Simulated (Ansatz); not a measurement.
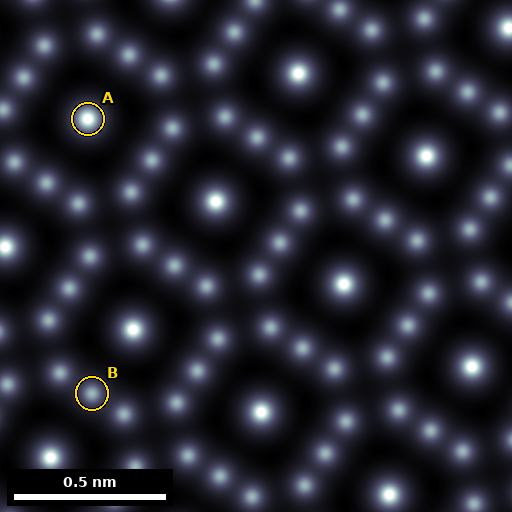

Map of the projected electrostatic potential of Mo (Pm-3n, No. 223) along [001]. Computed as the sum of neutral-atom potentials (tabulated electron scattering factors, B = 0.5 Å²) projected along the beam and smoothed by 0.25 Å; brighter is more positive. The display is stretched by a gamma of 0.7; percentages refer to the linear signal. Atomic positions: coordinates from a relaxation with DFT, r2SCAN, plane waves (500 eV) with PAW, scalar-relativistic (Ansatz 0.2.0); the starting structure was generated, so it need not be a known form of this composition.

```
Mo
1.0
     5.02524    0.00000    0.00000
     0.00000    5.02524    0.00000
     0.00000    0.00000    5.02524
Mo
8
Direct
  0.00000 0.00000 0.00000
  0.50000 0.50000 0.50000
  0.25000 0.00000 0.50000
  0.75000 0.00000 0.50000
  0.50000 0.25000 0.00000
  0.50000 0.75000 0.00000
  0.00000 0.50000 0.25000
  0.00000 0.50000 0.75000
```

Question: Which atoms make up the marked columns?

Answer: A: Mo (2 Mo per 5.03 Å along the beam; the brightest kind). B: Mo (1 Mo per 5.03 Å along the beam; about 50 % of the brightest peak). Brightness is counted from the darkest point of the image.
